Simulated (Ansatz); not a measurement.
**InP: 6 runs along one coordinate**

System: InP (F-43m, 2 atoms in the cell).
Method: Kohn-Sham DFT of a periodic cell, RPBE with D4, Ansatz PAW, no spin polarisation (Ansatz 0.2.0).

The 6 runs differ only in the geometry, by an even scaling of the cell at fixed fractional positions. The structure derives from an entry of the Crystallography Open Database.

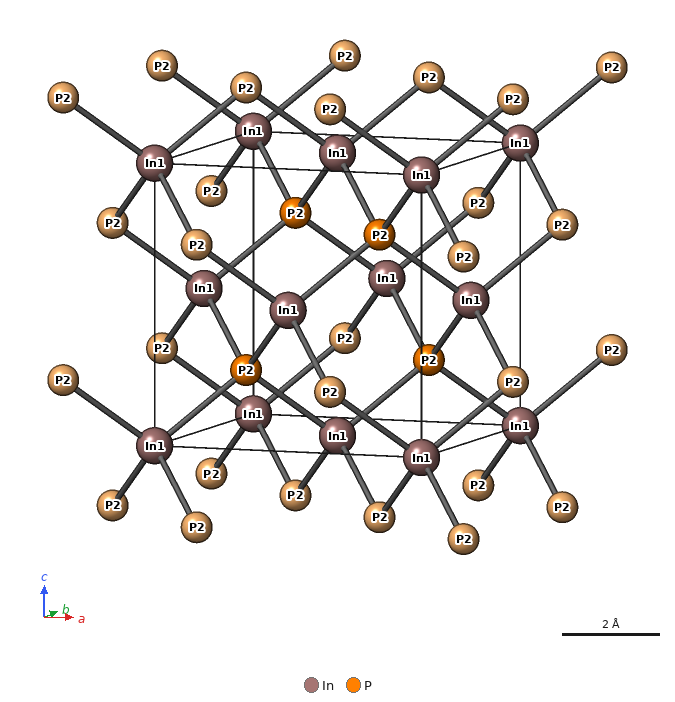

Figure 1. The structure of run 4 (ball-and-stick view of the cell 4 times as large as that of the calculation, set on its symmetry axes, seen slightly off an axis; neighbours outside the cell are drawn fainter; atoms are numbered from 1 in the order of the input).

**Input of run 4**
```yaml
crystal:
  lattice:
    - [0.0, 2.9499078504, 2.9499078504]
    - [2.9499078504, 0.0, 2.9499078504]
    - [2.9499078504, 2.9499078504, 0.0]
  atoms:
    - { symbol: In, position: [0.0, 0.0, 0.0] }
    - { symbol: P, position: [0.75, 0.75, 0.75] }
hamiltonian:
  xc: rpbe
  pseudopotentials: { kind: paw }
  dispersion: d4
kpoints:
  mp_grid: { grid: [8, 8, 8] }
scf:
  occupations: { method: fermi_dirac, width: 0.05 }
output:
  forces: true
  stress: true
  eigenvalues: true
```

Command:
```bash
ansatz run input.yaml --threads 2 --pin off --max-ram 5120MiB --backend cpu --events-out ev --progress --plain --runs-dir out
```

Lattice vectors (Å) and fractional positions of run 4:
```
   0.000000    2.949908    2.949908
   2.949908    0.000000    2.949908
   2.949908    2.949908    0.000000
In  0.000000  0.000000  0.000000
P   0.750000  0.750000  0.750000
```

Run 5 differs from it as follows:
```diff
-    - [0.0, 2.9499078504, 2.9499078504]
-    - [2.9499078504, 0.0, 2.9499078504]
-    - [2.9499078504, 2.9499078504, 0.0]
+    - [0.0, 2.9690636329, 2.9690636329]
+    - [2.9690636329, 0.0, 2.9690636329]
+    - [2.9690636329, 2.9690636329, 0.0]
```

**Results, with one run withheld**

| run | volume per atom (Å³) | free energy per atom, from the lowest run given (meV) | pressure (GPa) | gap on the mesh (eV) |
| --- | --- | --- | --- | --- |
| 1 | 23.657 | 30.50 | 5.73 | 1.19 |
| 2 | 24.160 | 15.38 | 3.93 | 1.07 |
| 3 | 24.663 | 5.62 | 2.31 | 0.96 |
| 4 | 25.670 | 0.00 | −0.42 | 0.74 |
| 5 | 26.173 | ? | ? | ? |
| 6 | 26.677 | 9.79 | −2.61 | 0.53 |

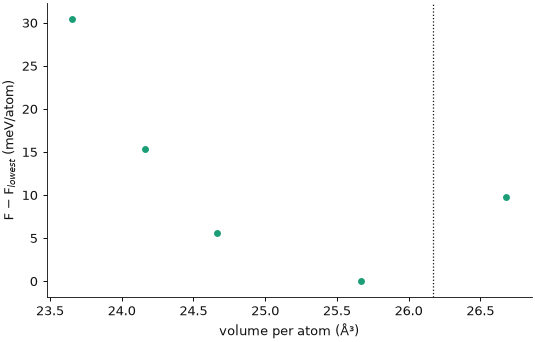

Figure 2. Free energy per atom of the runs given; the dotted line marks run 5.

Fit the runs given and predict run 5.

A cubic polynomial in V^(−2/3) (the Birch–Murnaghan form), fitted to the 5 runs given, misses them by under 0.01 meV per atom. With x = V^(−2/3) − 0.11719 Å⁻², it reads F = 2.4596 + 3061.6 x + 8.7626e+05 x² + 2.4789e+06 x³ (meV per atom). At run 5 it gives 3.17 meV per atom, and the run itself gives 3.17. The slope of the fit gives a pressure −dF/dV of −1.58 GPa there, and the run prints −1.58 GPa. The fit has its minimum at 25.499 Å³ per atom, where V d²F/dV² gives 64.2 GPa: the bulk modulus at this level, since symmetry fixes the shape and the positions. The gap on the mesh goes, without turning, from 1.19 eV in run 1 to 0.53 eV in run 6; run 5 has 0.64 eV. These are gaps of this functional on this mesh, which can miss the band edges; they aren't the measured gap.

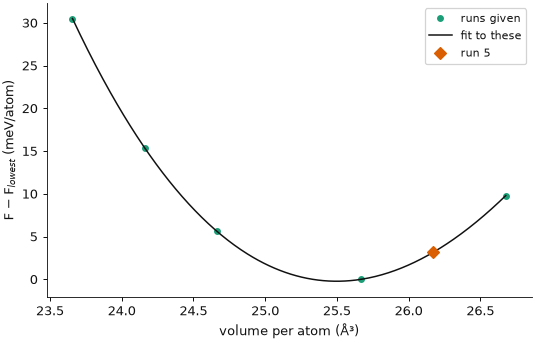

Figure 3. The fit and the withheld run.

**Output, shortened to warnings, some set-up lines, iterations and results (run 5)**
```
Basis set: ecut = 420 eV, 965 PW (Γ), exchange–correlation on 60×60×60 points (8 copies of the dense FFT grid, shifted against one another)
Symmetry: 24 space group operations
k-points: 29 of 512 (time reversal used)
Initial density: superposition of atomic densities (neutral atoms: chi_scale 0, normalization atom), corrected by the library's trained network
[...]
SCF iter   1: F=—  HF=-6366.864965 eV  |F-HF|=—  |Δ(HF+E_count)|=         —  Δρ=3.16e-3  dr2=3.97e-3  ethr=1.77e-3  ⟨swp⟩=6.4  Hψ=2538  notcnv=0
SCF iter   2: F=—  HF=-6366.862906 eV  |F-HF|=—  |Δ(HF+E_count)|=   2.06e-3  Δρ=9.99e-4  dr2=6.82e-4  ethr=2.21e-5  ⟨swp⟩=2.0  Hψ=968  notcnv=0
SCF iter   3: F=—  HF=-6366.862720 eV  |F-HF|=—  |Δ(HF+E_count)|=   1.86e-4  Δρ=4.28e-4  dr2=6.62e-5  ethr=3.79e-6  ⟨swp⟩=2.2  Hψ=620  notcnv=0
SCF iter   4: F=—  HF=-6366.862759 eV  |F-HF|=—  |Δ(HF+E_count)|=   3.89e-5  Δρ=1.50e-4  dr2=9.47e-6  ethr=3.68e-7  ⟨swp⟩=2.0  Hψ=639  notcnv=0
SCF iter   5: F=—  HF=-6366.862758 eV  |F-HF|=—  |Δ(HF+E_count)|=   1.39e-6  Δρ=5.52e-5  dr2=1.23e-6  ethr=5.26e-8  ⟨swp⟩=3.0  Hψ=650  notcnv=0
SCF iter   6: F=-6366.862758 eV  HF=-6366.862758 eV  |F-HF|=8.48e-8  |Δ(HF+E_count)|=   4.96e-7  Δρ=5.45e-6  dr2=1.84e-8  ethr=5.56e-10  ⟨swp⟩=5.3  Hψ=2281  notcnv=0
SCF 1 converged in 6 iterations: F = -6366.862758 eV  dr2 = 1.84e-8
SCF converged after 6 iterations
Free energy (F): -6366.862758 eV
Harris-Foulkes:  -6366.862758 eV  (|F-HF|=8.48e-8)
Internal energy: -6366.862748 eV  (E = F + TS)
E sigma→0 (E₀):  -6366.862753 eV
Entropy (-TS):   -0.000010 eV (-0.005 meV/atom)
Fermi energy:    6.961773 eV
--- Per-component energies (eV) ---
  E_band       = -57.398981
  E_kinetic    = 312.507627
  E_local      = -1421.562793  (includes V_loc(G=0)·N_el)
  E_nonlocal   = 400.501957
  E_hartree    = 561.016593
  E_xc         = -276.703324
  E_vxc        = -158.752428  (∫ρ·V_xc dr)
  E_paw        = -4736.644760  (= ΣΔE_a)
  E_vpaw       = -312.126964  (= ΣTr[D̂ρ^β])
  E_aug_tail   = 0.000029  (compensation charges beyond the density's cutoff)
  E_ewald      = -1204.853137
  E_disp       = -1.161744  (pairwise vdW)
  E_core_change = 0.036806  (= ΣΔE_core)
  E_smearing   = -0.000010  (= −TS)
  E_closure    = -0.000000  (closes the sum)
  Σ components = -6366.862758   (vs F -6366.862758, Δ=0.00e0)
--- Forces (eV/Å), atoms counted from 1 ---
  atom   1  In    -0.00000000     0.00000000     0.00000000
  atom   2  P      0.00000000     0.00000000     0.00000000
  max |Σ_I F_I| component: 7.40e-17 eV/Å
--- Stress (GPa, compression-positive) ---
       -1.578990      -0.000000      -0.000000
        0.000000      -1.578990       0.000000
       -0.000000       0.000000      -1.578990
  P = ⅓ Tr σ = -1.5790 GPa (-15.790 kbar)
```

Notes: Points of doubt noted for this run: forces on files of another functional.
